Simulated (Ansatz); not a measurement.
# B5P6: single-point calculation

B5P6 (slab, 11 atoms in the cell), computed with DFT PBE, scalar-relativistic, plane waves, PAW, no spin polarisation (Ansatz 0.2.0).

The structure derives from an entry of the Crystallography Open Database. It belongs to a series of runs on one base structure; here: (1 0 0) slab cut from the bulk. Figures and captions count atoms from 1; the log counts them from 0 in places.

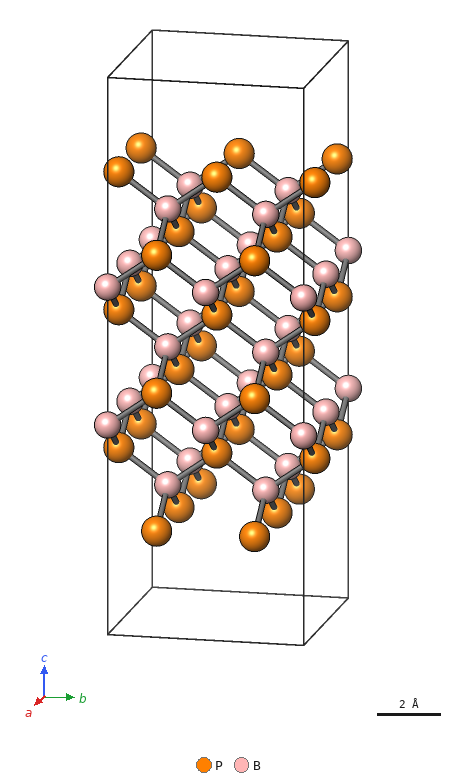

The structure as given in the input (ball-and-stick view of the 2 × 2 repeat of the cell, with the vacuum cut short, seen slightly off an axis). An atom can appear more than once, as a periodic image. Near neighbours in the periodic cell (some may lie outside the picture): P has 2 B at 1.97 Å; B has 4 P at 1.97 Å; P has 4 B at 1.97 Å.

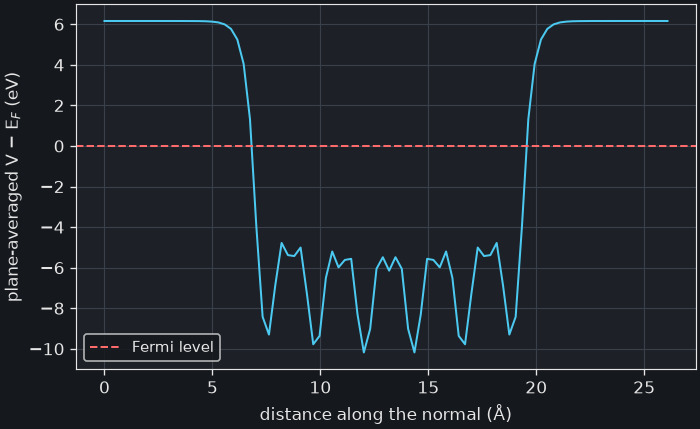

Plane average of the electrostatic potential energy of an electron across the cell, from the Fermi level. The vacuum level lies 6.16 eV above the Fermi level.

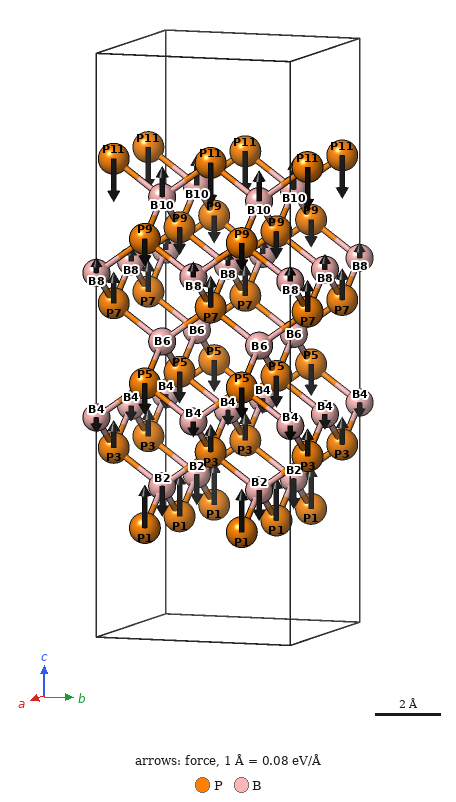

Forces on the atoms as black arrows (ball-and-stick view of the 2 × 2 repeat of the cell, with the vacuum cut short, seen slightly off an axis; atoms are numbered from 1 in the order of the input). The largest act on P1, P11 (0.11 eV/Å); P5, P7 (0.08 eV/Å); B2, B10 (0.08 eV/Å); P3, P9 (0.07 eV/Å), among others. The geometry is not a stationary point of this energy.

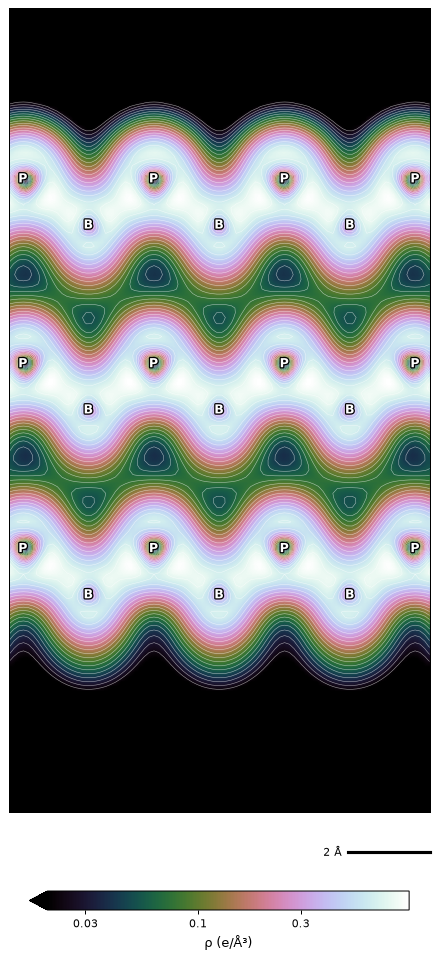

Valence electron density on the (100) plane of the calculation cell, a cut from vacuum to vacuum. Atoms in the plane: B and P. B–P (1.97 Å): ρ is about 0.86 e/Å³ halfway. The density dies away to nearly zero in the vacuum. Core electrons are frozen (PAW), so the fields are smoothed inside the atomic spheres.

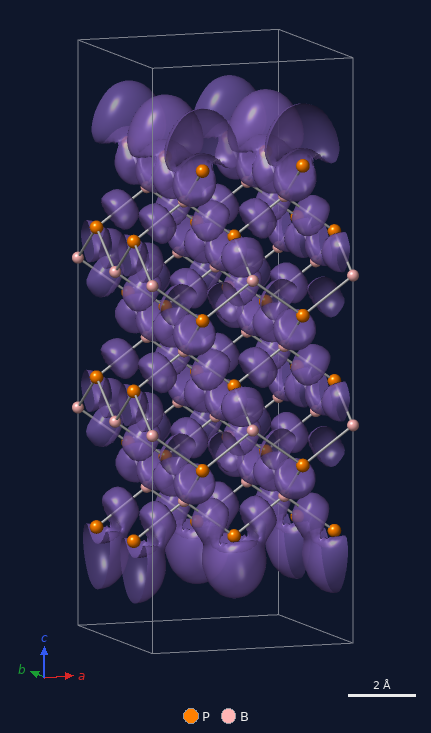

Isosurface of the ELF at 0.75 (purple), seen slightly off an axis. Core shells and regions of very low density are left out. Sticks mark near contacts. Along the contacts the grid gives the following. B–P (1.97 Å): the ELF peaks at about 0.95 between the atoms, which marks a shared electron pair.

The input that produced these results follows, with the program's output.

Input
```yaml
crystal:
  lattice:
    - [3.2161364111, 0.0, 0.0]
    - [0.0, 3.2161364111, 0.0]
    - [0.0, 0.0, 26.3707593275]
  atoms:
    - { symbol: P, position: [0.0, 0.5, 0.2844059174] }
    - { symbol: B, position: [0.5, 0.5, 0.3275247339] }
    - { symbol: P, position: [0.5, 0.0, 0.3706435505] }
    - { symbol: B, position: [0.0, 0.0, 0.413762367] }
    - { symbol: P, position: [0.0, 0.5, 0.4568811835] }
    - { symbol: B, position: [0.5, 0.5, 0.5] }
    - { symbol: P, position: [0.5, 0.0, 0.5431188165] }
    - { symbol: B, position: [0.0, 0.0, 0.586237633] }
    - { symbol: P, position: [0.0, 0.5, 0.6293564495] }
    - { symbol: B, position: [0.5, 0.5, 0.6724752661] }
    - { symbol: P, position: [0.5, 0.0, 0.7155940826] }
basis:
  ecutwfc: 420
kpoints:
  mp_grid: { grid: [8, 8, 1] }
hamiltonian:
  xc: pbe
scf:
  occupations: { method: gaussian, width: 0.05 }
output:
  forces: true
  stress: true
  eigenvalues: true
  write_density: true
  write_potential: true
  elf: true
  volumetric_format: npy
efield:
  axis: 3
  dipole_correction: true
  ramp_width: 0.04
```

Launch command:
```bash
ansatz run input.yaml --threads 1 --pin off --max-ram 2560MiB --backend cpu --events-out ev --progress --plain --runs-dir out
```

What the program printed
```
Engine: ansatz 0.2.0, x86_64-unknown-linux-gnu
Pseudopotentials: kind: paw
Pseudopotential: P, paw, valence charge 5, recommended cutoff 420 eV (normal), P.paw.azcp
Pseudopotential: B, paw, valence charge 3, recommended cutoff 420 eV (normal), B.paw.azcp
Functional definition: PBE
  parameter kappa = 0.804
  parameter beta = 0.06672455060314922
  exchange = pbe_x(kappa = kappa, mu = beta*pi^2/3)
  correlation = pbe_c(beta = beta)
Crystal: 11 atoms, lattice volume = 272.767 Å³
Basis set: ecut = 420 eV, 5345 PW (Γ), exchange–correlation on 48×48×360 points (8 copies of the dense FFT grid, shifted against one another)
Bands: 34, of which v1, the nominal top of the filled ones, is band 23 counted from 1 (22 counted from 0)
Symmetry: 4 space group operations
k-points: 25 of 64
Non-local potential: P, projectors of the file, l = 0: 2, l = 1: 2, l = 2: 2
Non-local potential: B, projectors of the file, l = 0: 2, l = 1: 2, l = 2: 1
PAW form: soft (Blöchl's): semilocal exchange-correlation on the pseudo side does not see the compensation charge
PAW one-centre angular grid: P, 110 points (default); XC on 64 Gauss nodes
PAW one-centre angular grid: B, 110 points (default); XC on 64 Gauss nodes
Initial density: superposition of atomic densities (neutral atoms: chi_scale 0, normalization atom), corrected by the library's trained network
Initial wavefunctions: pseudopotential atomic-orbital guess
Functional: x = pbe(κ = 0.804, μ = 0.2195149727645171), c = pbe(β = 0.06672455060314922)
SCF iter   1: F=—  HF=-5315.525737 eV  |F-HF|=—  |Δ(HF+E_count)|=         —  Δρ=4.18e-3  dr2=4.10e-1  ethr=1.77e-3  p=0.000 e·Å  D=4.43e-14 V/Å  ΔV_dip=-0.00 eV  dr2_dipole=9.68e-7  V_vac-E_F(+/−)=6.30/6.30 eV  ⟨swp⟩=9.1  Hψ=5674  notcnv=0  defer=36
efield: sawtooth ramp at fractional position 0.9800 (placed from the atoms, in the widest stretch of the axis that holds none; the zero of the levels goes with the place), width 0.0400; the density the first Hamiltonian is built on has a dipole p = 0.000 e·Å; the dipole correction subtracts the counter field D = 4.43e-14 V/Å, which shifts the + side's vacuum level by -0.00 eV against the − side's; the planar-averaged density in the ramp window peaks in size at 3.0e-6 e/Å³
preconditioner: auto → LDOS  [metal: Δε(μ)=0.050 eV  Ē_g=10.126 eV  σ=0.050 eV  W_gap=0.49  n_scr=36 (ndim 8)  ℏωp=15.1 eV  f_vac=0.433  D(μ)=2.15/eV (n_scr^D=10)  β→1.0]
SCF iter   2: F=—  HF=-5315.483498 eV  |F-HF|=—  |Δ(HF+E_count)|=   4.22e-2  Δρ=2.73e-3  dr2=3.06e-2  ethr=9.12e-4  p=-0.000 e·Å  D=-9.33e-6 V/Å  ΔV_dip=0.00 eV  dr2_dipole=2.72e-6  V_vac-E_F(+/−)=6.27/6.27 eV  ⟨swp⟩=2.6  Hψ=1317  notcnv=0  defer=134
SCF iter   3: F=—  HF=-5315.476055 eV  |F-HF|=—  |Δ(HF+E_count)|=   7.44e-3  Δρ=6.85e-4  dr2=1.96e-2  ethr=6.80e-5  p=-0.000 e·Å  D=-2.50e-6 V/Å  ΔV_dip=0.00 eV  dr2_dipole=1.02e-8  V_vac-E_F(+/−)=6.22/6.22 eV  ⟨swp⟩=2.1  Hψ=1342  notcnv=0  defer=142
SCF iter   4: F=—  HF=-5315.474557 eV  |F-HF|=—  |Δ(HF+E_count)|=   1.50e-3  Δρ=3.40e-4  dr2=3.49e-3  ethr=4.36e-5  p=-0.000 e·Å  D=-7.02e-7 V/Å  ΔV_dip=0.00 eV  dr2_dipole=1.13e-8  V_vac-E_F(+/−)=6.20/6.20 eV  ⟨swp⟩=1.4  Hψ=854  notcnv=0  defer=142
SCF iter   5: F=—  HF=-5315.474252 eV  |F-HF|=—  |Δ(HF+E_count)|=   3.05e-4  Δρ=9.06e-5  dr2=9.39e-5  ethr=7.75e-6  p=0.000 e·Å  D=7.84e-7 V/Å  ΔV_dip=-0.00 eV  dr2_dipole=9.09e-10  V_vac-E_F(+/−)=6.18/6.18 eV  ⟨swp⟩=2.0  Hψ=878  notcnv=0  defer=142
SCF iter   6: F=—  HF=-5315.474280 eV  |F-HF|=—  |Δ(HF+E_count)|=   2.81e-5  Δρ=2.88e-5  dr2=1.49e-5  ethr=2.09e-7  p=0.000 e·Å  D=2.40e-8 V/Å  ΔV_dip=-0.00 eV  dr2_dipole=3.64e-11  V_vac-E_F(+/−)=6.17/6.17 eV  ⟨swp⟩=2.2  Hψ=1358  notcnv=0  defer=142
SCF iter   7: F=—  HF=-5315.474280 eV  |F-HF|=—  |Δ(HF+E_count)|=   1.41e-8  Δρ=7.09e-6  dr2=1.47e-6  ethr=3.32e-8  p=0.000 e·Å  D=1.14e-7 V/Å  ΔV_dip=-0.00 eV  dr2_dipole=3.72e-12  V_vac-E_F(+/−)=6.16/6.16 eV  ⟨swp⟩=2.2  Hψ=948  notcnv=0  defer=142
SCF iter   8: F=-5315.474280 eV  HF=-5315.474280 eV  |F-HF|=1.10e-8  |Δ(HF+E_count)|=   1.03e-7  Δρ=2.66e-6  dr2=3.22e-8  ethr=2.22e-10  p=-0.000 e·Å  D=-4.36e-8 V/Å  ΔV_dip=0.00 eV  dr2_dipole=1.43e-11  V_vac-E_F(+/−)=6.16/6.16 eV  ⟨swp⟩=19.1  Hψ=9011  notcnv=0
SCF 1 converged in 8 iterations: F = -5315.474280 eV  dr2 = 3.22e-8
  greatest PAW one-centre occupation: 0.812 electrons in one spin orbital (limit 2), on the P atom at site 10 (counted from 0), in its partial waves of l = 0
WARN: The input density's exchange-correlation potential varies sharply where the density is thin. Do not read a vacuum level from v_tot or v_xc, or from such a field of the output density. On a cell that repeats whose density bears no net charge and no dipole along the vacuum's axis use v_es (v_loc + v_h of the components); under efield.dipole_correction with no amplitude use v_es + v_field, which holds any external_charges[].barrier, or the levels of the report's work_function block, which leave it out; under a non-zero efield.amplitude the vacuum is tilted and has no level; on a cell that repeats and bears such a dipole with no correction it is tilted too, and efield.dipole_correction with no amplitude gives each side of its ramp a level where efield: is served; in a cell that repeats whose density bears a net charge (total_charge, or a fill off its count) it is curved and has none; of a slab under crystal.periodic whose density bears no net charge use v_es, which has a level on each side, short of where the two are joined; of another it falls or rises all the way out and has none; of a slab beside external_charges read slab_vacuum_level instead, which it has where they leave it neutral. The grid or the basis barely resolves most such structure, and the values can differ between equally converged runs; as a rule a tighter scf.convergence.dr2_threshold does not remove it. Where the density itself ripples (under the LDA too) a higher basis.ecutwfc lessens it. The files hold the spikes' plane waves up to the density's cutoff. Files: v_tot and the like, and their columns of v_z.tsv (output.write_potential); v_xc and the like, and their columns of v_comp_z.tsv (output.write_potential_components); where files of the output density stand in their place, no point of their own thin density is over the threshold below, and this is of outcome.potential() and, of a run that writes arrays (npy), the arrays of these names. Measured: with its Gaussian average of σ = 0.25 Å subtracted twice, the exchange-correlation potential is over 0.1 eV at 4 of the grid points where the equally averaged density (valence and model cores) is under 1e-3 e/Å³, and 0.107 eV at the most among them, at an averaged density of 1.6e-8 e/Å³. See output.write_potential in the manual, Limitations
SCF converged after 8 iterations
Free energy (F): -5315.474280 eV
Harris-Foulkes:  -5315.474280 eV  (|F-HF|=1.10e-8)
Internal energy: -5315.469522 eV  (E = F + TS)
E sigma→0 (E₀):  -5315.471901 eV
Entropy (-TS):   -0.004758 eV (-0.433 meV/atom)
Fermi energy:    1.160238 eV
Dipole field:    D = -0.000004 V/Å  (p = -0.000007 e·Å, saw-weighted, corrected)
Work function:   Φ+ = 6.1625 eV   Φ− = 6.1624 eV
Levels:          The Fermi level and band energies are counted from a zero that moves with the ramp; work functions are not
--- Per-component energies (eV) ---
  E_band       = -208.420928
  E_kinetic    = 666.514913
  E_local      = -20884.156582  (includes V_loc(G=0)·N_el)
  E_nonlocal   = 258.847718
  E_hartree    = 10182.074393
  E_xc         = -529.765219
  E_vxc        = -555.423217  (∫ρ·V_xc dr)
  E_paw        = -3808.827273  (= ΣΔE_a)
  E_vpaw       = -58.349890  (= ΣTr[D̂ρ^β])
  E_aug_tail   = 0.000006  (compensation charges beyond the density's cutoff)
  E_efield     = 0.000000  (sawtooth field / dipole correction)
  E_vefield    = 0.000000  (∫n·V_field dr)
  E_ewald      = 8799.842523
  E_smearing   = -0.004758  (= −TS)
  E_closure    = -0.000000  (closes the sum)
  Σ components = -5315.474280   (vs F -5315.474280, Δ=0.00e0)
--- Forces (eV/Å), atoms counted from 1 ---
  atom   1  P      0.00000000     0.00000000     0.10923920
  atom   2  B      0.00000000     0.00000000    -0.07788726
  atom   3  P      0.00000000     0.00000000     0.07021139
  atom   4  B      0.00000000     0.00000000    -0.03967356
  atom   5  P      0.00000000     0.00000000    -0.08014723
  atom   6  B      0.00000000     0.00000000     0.00000464
  atom   7  P      0.00000000     0.00000000     0.08014602
  atom   8  B      0.00000000     0.00000000     0.03967735
  atom   9  P      0.00000000     0.00000000    -0.07021069
  atom  10  B      0.00000000     0.00000000     0.07788014
  atom  11  P      0.00000000     0.00000000    -0.10923577
  max |Σ_I F_I| component: 4.23e-6 eV/Å
--- Stress (GPa, compression-positive) ---
       -2.146099       0.000000       0.000000
        0.000000      -2.146097       0.000000
        0.000000       0.000000      -0.381721
  P = ⅓ Tr σ = -1.5580 GPa (-15.580 kbar)
--- Band table (eV; the first three rows and the last of 25) ---
  k-point 0: bands = ["-13.7778", "-13.1401", "-12.2588", "-11.1059", "-9.6717", "-8.8592", "-5.8768", "-3.9967", "-2.4819", "-2.4819", "-2.1278", "-1.8812", "-1.8812", "-1.0752", "-1.0752", "-0.4278", "-0.0625", "-0.0625", "0.9335", "0.9462", "0.9462", "1.4384", "2.8154", "2.9966", "3.5861", "3.6439", "3.8055", "3.8055", "4.3830", "4.4384", "5.0421", "5.7646", "5.7646", "5.8537"]
  k-point 1: bands = ["-13.5928", "-12.9595", "-12.0864", "-10.9491", "-9.5392", "-8.7835", "-5.8727", "-4.2988", "-3.2986", "-3.0727", "-2.3307", "-2.3196", "-1.8255", "-1.7423", "-1.0735", "-0.9600", "-0.4433", "0.0072", "0.1981", "0.9278", "0.9890", "1.1400", "3.0474", "3.2505", "3.7373", "3.8508", "4.3516", "4.7097", "5.1039", "5.2711", "5.5076", "5.8271", "5.9090", "6.4305"]
  k-point 2: bands = ["-13.0452", "-12.4292", "-11.5910", "-10.5285", "-9.2667", "-8.6882", "-6.2081", "-5.5404", "-4.6448", "-4.1946", "-3.4254", "-2.7712", "-2.1072", "-1.8930", "-1.3492", "-1.1180", "-0.6546", "-0.4367", "0.1480", "0.5150", "0.6821", "0.7907", "1.9786", "3.8057", "3.9453", "4.4643", "5.2290", "5.6312", "5.8426", "6.0134", "6.1096", "6.2470", "6.9567", "7.0632"]
  k-point 24: bands = ["-9.0978", "-9.0978", "-8.8904", "-8.8904", "-7.5078", "-7.5078", "-7.0145", "-6.9885", "-6.7143", "-6.4931", "-6.3865", "-3.8953", "-3.7969", "-3.6669", "-3.6669", "-3.1838", "-2.9727", "-2.9727", "-2.9090", "-2.5627", "-0.5983", "-0.4812", "-0.0435", "-0.0435", "3.4785", "3.8475", "3.8809", "3.8809", "5.0674", "5.6525", "5.6525", "6.1478", "7.5138", "7.5999"]
```

Key numbers

```csv
quantity,value
outcome,converged
electrons treated,45
free energy,−5315.4743 eV
"work function, top face",6.16 eV
"work function, bottom face",6.16 eV
Fermi energy,1.160 eV
gap on the k-point mesh,none (metallic)
work function (upper face),6.16 eV
largest force (length of the vector),0.109 eV/Å
hardware,"1 thread of Intel Xeon (Sapphire Rapids), 32 GiB of memory available, shared host"
wall time,19 s
peak memory,0.56 GiB
```

Remarks

The program warns: the exchange-correlation potential is rough where the density is thin.
